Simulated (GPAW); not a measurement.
Consider CdS.

```yaml
crystal:
  lattice:
    - [5.50649, 0.00000, 0.00000]
    - [0.00000, 5.50649, 0.00000]
    - [0.00000, 0.00000, 5.50649]
  atoms:
    - { symbol: Cd, position: [0.00000, 0.00000, 0.00000] }
    - { symbol: Cd, position: [0.50000, 0.50000, 0.00000] }
    - { symbol: Cd, position: [0.50000, 0.00000, 0.50000] }
    - { symbol: Cd, position: [0.00000, 0.50000, 0.50000] }
    - { symbol: S, position: [0.50000, 0.00000, 0.00000] }
    - { symbol: S, position: [0.00000, 0.50000, 0.00000] }
    - { symbol: S, position: [0.00000, 0.00000, 0.50000] }
    - { symbol: S, position: [0.50000, 0.50000, 0.50000] }
```

Space group Fm-3m; a structure from a database of computed crystals, not necessarily the ambient phase; computed pressure about −5 GPa in this cell.

All numbers below come from GPAW, Kohn-Sham DFT of a periodic cell, PBEsol, PAW data sets made by gpaw-setup for the functional.

Question: What will maps of the valence pseudo-density and electron localisation function show?

Answer: Cd–S (2.75 Å): ρ is about 0.27 e/Å³ halfway; the ELF peaks at about 0.85 in the valence shell of S, 0.9 Å from its nucleus, and drops to about 0.15 between the two atoms.

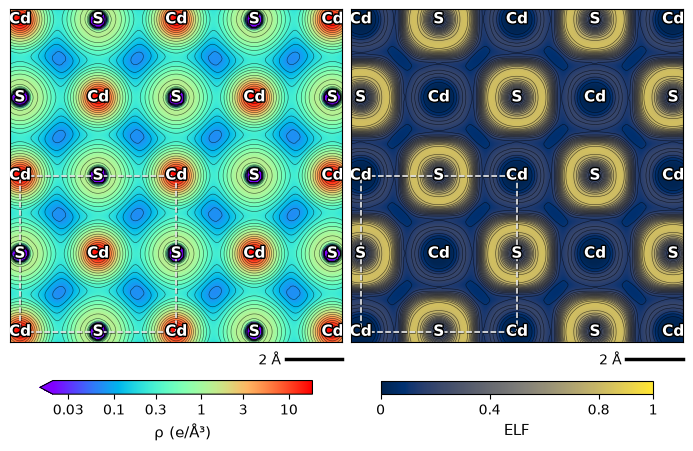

Computed valence pseudo-density and electron localisation function on the (001) plane of the conventional cell, in this order. 

Core electrons are frozen (PAW), and the valence fields are smoothed inside the atomic spheres.
